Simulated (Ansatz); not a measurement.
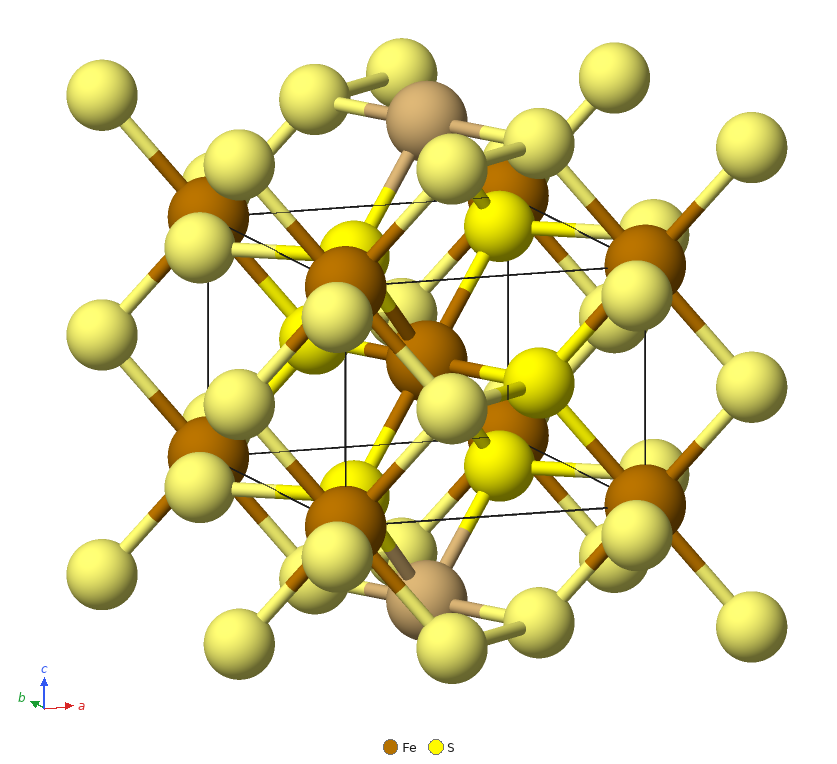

The crystal in a ball-and-stick representation, seen slightly off an axis. Atoms at the boundary of the conventional unit cell (the box) are drawn once for each face, edge or corner they touch. Every bond is drawn to its end, so some atoms lie outside the box, in fainter colours.

FeS2, space group Pnnm (No. 58), a = 4.431 Å, b = 5.401 Å, c = 3.379 Å, α = 90.00°, β = 90.00°, γ = 90.00°. The model was built from a structure listed in the Materials Project. Earlier steps of the study, as a rule a relaxation of our own, may have changed the cell and positions, so they can lie some per cent off the listed ones. It was the input of a calculation with Ansatz.

This one geometry was computed with Ansatz (DFT, plane waves, PAW) at six levels of theory: r2SCAN, LDA, PBE0, HSE06, dielectric-dependent PBE0 (fraction 1/eps_inf of PBE) and Hartree-Fock. It was relaxed beforehand with r2SCAN.

Which level gives the highest pressure at this volume, and what does that say about its equilibrium volume?

Highest: Hartree-Fock (36.2 GPa), which points to the largest equilibrium volume. Lowest, with the smallest volume: LDA (-10.0 GPa). Levels within 0.5 GPa of each other can't be told apart.

How does the band gap change with the level of theory?

LDA: a gap of 0.71 eV, indirect; dielectric-dependent PBE0 (fraction 1/eps_inf of PBE): a gap of 1.31 eV, indirect; r2SCAN: a gap of 1.34 eV, indirect; HSE06: a gap of 2.25 eV, indirect; PBE0: a gap of 2.96 eV, indirect; Hartree-Fock: a gap of 9.68 eV, indirect.

Collect the results in a table.

| level | cutoff (eV) | k-mesh of the run's cell | gap (eV) | pressure (GPa) |
| --- | --- | --- | --- | --- |
| r2SCAN | 500 | 6×6×8 | 1.34 | 0.0 |
| LDA | 420 | 6×6×8 | 0.71 | -10.0 |
| PBE0 | 420 | 4×4×4 | 2.96 | -0.4 |
| HSE06 | 420 | 4×4×4 | 2.25 | -0.5 |
| dielectric-dependent PBE0 (fraction 1/eps_inf of PBE) | 420 | 4×4×4 | 1.31 | -0.2 |
| Hartree-Fock | 420 | 4×4×4 | 9.68 | 36.2 |

Gaps are taken on the k-mesh or band path of each run.
